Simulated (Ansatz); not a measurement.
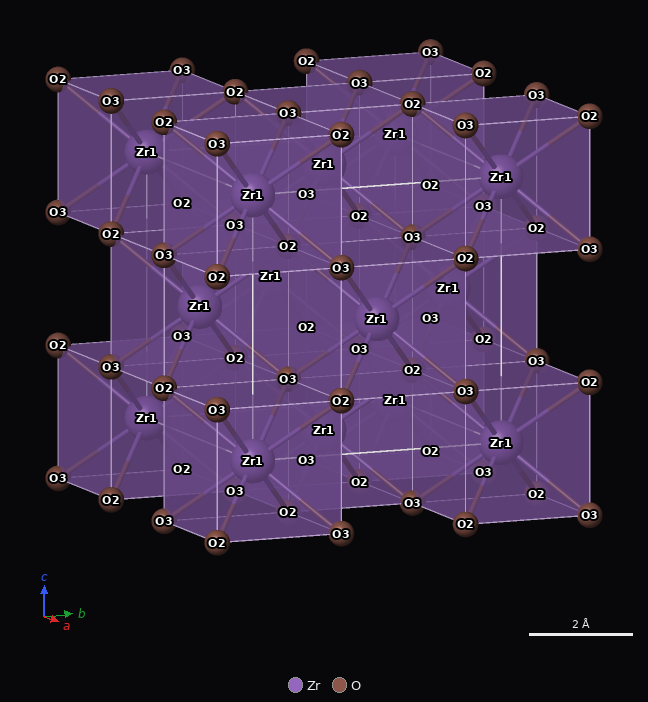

The structure as given in the input (polyhedral view of the cell 4 times as large as that of the calculation, set on its symmetry axes, seen slightly off an axis; polyhedra are completed across the faces of the cell; atoms are numbered from 1 in the order of the input). An atom can appear more than once, as a periodic image.

# What a change does: single-point calculation on ZrO₂

System: ZrO₂ (Fm-3m, 3 atoms in the cell).
Method of run A: DFT, PBE, plane waves, PAW, Ueff = 8 eV on Zr d, no spin polarisation (Ansatz 0.2.0).

The structure derives from an entry of the Crystallography Open Database. Text and figures count atoms from 1; the logs count them from 0 in places.

### Input file, run A
```yaml
crystal:
  lattice:
    - [0.0, 2.640467444, 2.640467444]
    - [2.640467444, 0.0, 2.640467444]
    - [2.640467444, 2.640467444, 0.0]
  atoms:
    - { symbol: Zr, position: [0.0, 0.0, 0.0] }
    - { symbol: O, position: [0.25, 0.25, 0.25] }
    - { symbol: O, position: [0.75, 0.75, 0.75] }
basis:
  ecutwfc: 420
kpoints:
  mp_grid: { grid: [8, 8, 8] }
hamiltonian:
  xc: pbe
  hubbard: { sites: [{ species: Zr, l: d, u_eff: 8.0 }], double_counting: fll }
scf:
  occupations: { method: gaussian, width: 0.02 }
output:
  forces: true
  eigenvalues: true
  stress: true
```

Command:
```bash
ansatz run input.yaml --threads 1 --pin off --max-ram 2560MiB --backend cpu --events-out ev --progress --plain --runs-dir out
```

Hardware: 1 thread of Arm Neoverse V1, 24 GiB of memory available, shared host.

### Output, shortened to warnings, some set-up lines, iterations and results (run A)
```
Basis set: ecut = 420 eV, 725 PW (Γ), exchange–correlation on 50×50×50 points (8 copies of the dense FFT grid, shifted against one another)
Symmetry: 48 space group operations
k-points: 29 of 512
Initial density: superposition of atomic densities (chi_scale 0.1, normalization cell, long waves kept (reshape's long-wave potential 0.00 eV rms))
[...]
SCF iter   1: F=—  HF=-5318.064613 eV  |F-HF|=—  |Δ(HF+E_count)|=         —  Δρ=8.15e-2  dr2=2.95e0  ethr=3.10e-3  ⟨swp⟩=5.8  Hψ=2074  notcnv=0
SCF iter   2: F=—  HF=-5317.878404 eV  |F-HF|=—  |Δ(HF+E_count)|=   1.86e-1  Δρ=7.49e-2  dr2=1.22e0  ethr=3.10e-3  ⟨swp⟩=2.5  Hψ=1059  notcnv=0
SCF iter   3: F=—  HF=-5317.660357 eV  |F-HF|=—  |Δ(HF+E_count)|=   2.18e-1  Δρ=2.03e-2  dr2=1.11e-1  ethr=3.10e-3  ⟨swp⟩=2.1  Hψ=810  notcnv=0
SCF iter   4: F=—  HF=-5317.721299 eV  |F-HF|=—  |Δ(HF+E_count)|=   6.09e-2  Δρ=2.93e-3  dr2=2.53e-3  ethr=4.61e-4  ⟨swp⟩=2.1  Hψ=801  notcnv=0
SCF iter   5: F=—  HF=-5317.724079 eV  |F-HF|=—  |Δ(HF+E_count)|=   2.78e-3  Δρ=1.01e-3  dr2=4.00e-4  ethr=1.05e-5  ⟨swp⟩=2.8  Hψ=900  notcnv=0
SCF iter   6: F=—  HF=-5317.724245 eV  |F-HF|=—  |Δ(HF+E_count)|=   1.66e-4  Δρ=2.84e-4  dr2=4.30e-5  ethr=1.67e-6  ⟨swp⟩=2.1  Hψ=884  notcnv=0
SCF iter   7: F=—  HF=-5317.724232 eV  |F-HF|=—  |Δ(HF+E_count)|=   1.29e-5  Δρ=4.35e-5  dr2=1.04e-6  ethr=1.79e-7  ⟨swp⟩=2.3  Hψ=673  notcnv=0
SCF iter   8: F=-5317.724232 eV  HF=-5317.724232 eV  |F-HF|=6.48e-10  |Δ(HF+E_count)|=   2.90e-7  Δρ=3.10e-6  dr2=3.02e-9  ethr=4.17e-10  ⟨swp⟩=5.9  Hψ=2253  notcnv=0
SCF 1 converged in 8 iterations: F = -5317.724232 eV  dr2 = 3.02e-9
SCF converged after 8 iterations
Free energy (F): -5317.724232 eV
Harris-Foulkes:  -5317.724232 eV  (|F-HF|=6.48e-10)
Internal energy: -5317.724232 eV  (E = F + TS)
E sigma→0 (E₀):  -5317.724232 eV
Fermi energy:    13.680150 eV
--- Per-component energies (eV) ---
  E_band       = -94.764517
  E_kinetic    = 681.145072
  E_local      = -1226.310174  (includes V_loc(G=0)·N_el)
  E_nonlocal   = 169.113013
  E_hartree    = 403.513662
  E_xc         = -310.667242
  E_vxc        = -380.922145  (∫ρ·V_xc dr)
  E_hubbard    = 5.358494  (on-site DFT+U / exact-exchange correction)
  E_vhub       = 4.039628  (the Hubbard potential's part of the band-sum identity)
  E_paw        = -3267.855078  (= ΣΔE_a)
  E_vpaw       = -148.862526  (= ΣTr[D̂ρ^β])
  E_aug_tail   = 0.004993  (compensation charges beyond the density's cutoff)
  E_ewald      = -1772.026972
  E_smearing   = -0.000000  (= −TS)
  E_closure    = -0.000000  (closes the sum)
  Σ components = -5317.724232   (vs F -5317.724232, Δ=0.00e0)
--- Forces (eV/Å), atoms counted from 1 ---
  atom   1  Zr    -0.00000000     0.00000000     0.00000000
  atom   2  O      0.00000000     0.00000000    -0.00000000
  atom   3  O     -0.00000000    -0.00000000    -0.00000000
  max |Σ_I F_I| component: 3.47e-18 eV/Å
--- Stress (GPa, compression-positive) ---
       -9.014622      -0.000000       0.000000
       -0.000000      -9.014622      -0.000000
        0.000000      -0.000000      -9.014622
  P = ⅓ Tr σ = -9.0146 GPa (-90.146 kbar)
Occupation matrices written to [file]
```

The input of run B differs as follows (lines with − go, lines with + come):
```diff
-  hubbard: { sites: [{ species: Zr, l: d, u_eff: 8.0 }], double_counting: fll }
```

Predict how the results change.

The total energies belong to different models, so their difference says nothing on which is more stable or more accurate. The gap on the mesh goes from 5.01 to 3.05 eV. The pressure goes from −9.01 to −18.40 GPa. U penalises partly filled orbitals: filled states of the shell move down and empty ones up, so the larger U gives the wider gap. The SCF takes 6 iterations against 8. The two runs start from different initial densities, which also moves the count.

### Output, shortened to warnings, some set-up lines, iterations and results (run B)
```
Basis set: ecut = 420 eV, 725 PW (Γ), exchange–correlation on 50×50×50 points (8 copies of the dense FFT grid, shifted against one another)
Symmetry: 48 space group operations
k-points: 29 of 512
Initial density: superposition of atomic densities (neutral atoms: chi_scale 0, normalization atom), corrected by the library's trained network
[...]
SCF iter   1: F=—  HF=-5323.612043 eV  |F-HF|=—  |Δ(HF+E_count)|=         —  Δρ=2.00e-3  dr2=1.33e-3  ethr=1.77e-3  ⟨swp⟩=6.0  Hψ=2165  notcnv=0
SCF iter   2: F=—  HF=-5323.611544 eV  |F-HF|=—  |Δ(HF+E_count)|=   4.99e-4  Δρ=1.62e-3  dr2=8.92e-4  ethr=5.54e-6  ⟨swp⟩=2.0  Hψ=1151  notcnv=0
SCF iter   3: F=—  HF=-5323.611342 eV  |F-HF|=—  |Δ(HF+E_count)|=   2.02e-4  Δρ=5.32e-4  dr2=3.52e-5  ethr=3.72e-6  ⟨swp⟩=2.0  Hψ=717  notcnv=0
SCF iter   4: F=—  HF=-5323.611409 eV  |F-HF|=—  |Δ(HF+E_count)|=   6.66e-5  Δρ=1.77e-4  dr2=3.52e-6  ethr=1.47e-7  ⟨swp⟩=2.1  Hψ=710  notcnv=0
SCF iter   5: F=-5323.611420 eV  HF=-5323.611420 eV  |F-HF|=1.59e-7  |Δ(HF+E_count)|=   1.12e-5  Δρ=1.47e-5  dr2=3.06e-8  ethr=1.47e-8  ⟨swp⟩=2.0  Hψ=772  notcnv=0
SCF iter   6: F=-5323.611420 eV  HF=-5323.611420 eV  |F-HF|=1.58e-9  |Δ(HF+E_count)|=   1.82e-7  Δρ=1.78e-6  dr2=1.01e-9  ethr=1.27e-10  ⟨swp⟩=2.0  Hψ=1691  notcnv=0
SCF 1 converged in 6 iterations: F = -5323.611420 eV  dr2 = 1.01e-9
SCF converged after 6 iterations
Free energy (F): -5323.611420 eV
Harris-Foulkes:  -5323.611420 eV  (|F-HF|=1.58e-9)
Internal energy: -5323.611420 eV  (E = F + TS)
E sigma→0 (E₀):  -5323.611420 eV
Fermi energy:    11.956183 eV
--- Per-component energies (eV) ---
  E_band       = -101.619347
  E_kinetic    = 678.524232
  E_local      = -1224.430727  (includes V_loc(G=0)·N_el)
  E_nonlocal   = 170.869579
  E_hartree    = 400.981821
  E_xc         = -309.615517
  E_vxc        = -379.642364  (∫ρ·V_xc dr)
  E_paw        = -3267.918752  (= ΣΔE_a)
  E_vpaw       = -148.908754  (= ΣTr[D̂ρ^β])
  E_aug_tail   = 0.004915  (compensation charges beyond the density's cutoff)
  E_ewald      = -1772.026972
  E_smearing   = -0.000000  (= −TS)
  E_closure    = 0.000000  (closes the sum)
  Σ components = -5323.611420   (vs F -5323.611420, Δ=0.00e0)
--- Forces (eV/Å), atoms counted from 1 ---
  atom   1  Zr    -0.00000000    -0.00000000     0.00000000
  atom   2  O     -0.00000000    -0.00000000    -0.00000000
  atom   3  O     -0.00000000    -0.00000000     0.00000000
  max |Σ_I F_I| component: 4.63e-18 eV/Å
--- Stress (GPa, compression-positive) ---
      -18.402321      -0.000000      -0.000000
        0.000000     -18.402321       0.000000
       -0.000000      -0.000000     -18.402321
  P = ⅓ Tr σ = -18.4023 GPa (-184.023 kbar)
```

### The two runs side by side

```csv
quantity,run A,run B
outcome,converged,converged
free energy per atom (eV),−1772.5747,−1774.5371
gap on the mesh (eV),5.01,3.05
pressure (GPa),−9.01,−18.40
largest force (eV/Å),0.000,0.000
SCF iterations,8,6
irreducible k-points,29,29
plane waves at Γ,725,725
wall time (shared host),2.3 s,1.2 s
```

For run A: The cell is under a tension of 9.0 GPa at this level, so it is not at its equilibrium volume. For run B: The cell is under a tension of 18.4 GPa at this level, so it is not at its equilibrium volume.
